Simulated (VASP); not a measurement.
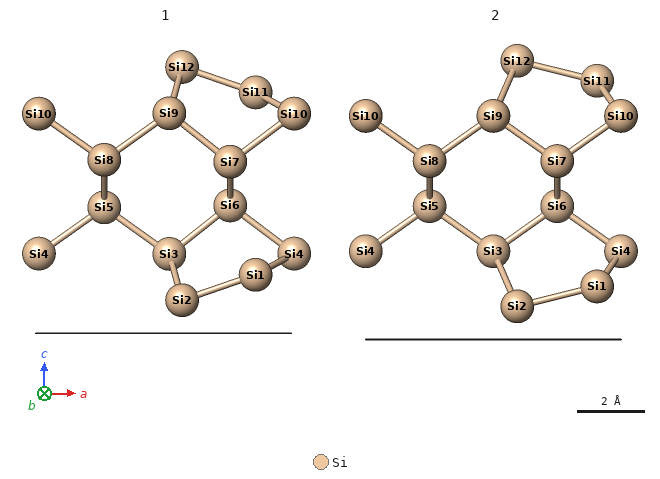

Two geometries of a slab of composition Si, drawn at one scale. One is the start of a relaxation, the other its converged end. Style: ball-and-stick. Shown: the 1 × 2 repeat of the cell, outlined in the plane, without the vacuum, along the b axis.

These are results of Kohn-Sham DFT of a periodic cell, PBE, VASP PAW PBE potentials, recommended in VASP 6.6.1, not measurements. Settings: plane-wave cutoff 520 eV; k-point mesh 4 × 7 × 1; occupations gaussian; smearing width 0.03 eV; no spin polarisation.

**Which one is relaxed?**

Structure 1 is the relaxed one. The run lets the atoms move in a fixed cell. The largest moves relative to the layer's centre, 0.49 Å, are those of Si1 and Si11. Si1 goes at 45° to the normal (+c side). The cell stays as it was. Near-neighbour distances that change, for instance: Si1–Si6 3.317 → 2.942 Å, Si2–Si3 2.641 → 2.408 Å, Si11–Si12 2.480 → 2.344 Å, Si3–Si5 2.356 → 2.412 Å. Bond angles that change, for instance: Si1–Si4–Si6 90.6° → 76.5°, Si3–Si2–Si3 93.5° → 106.0°, Si10–Si11–Si12 114.4° → 124.0°. The energy falls by 1.212 eV per cell of the calculation in 29 geometry steps. Largest force component: 1.1 eV/Å at the start, 0.0073 eV/Å at the end.
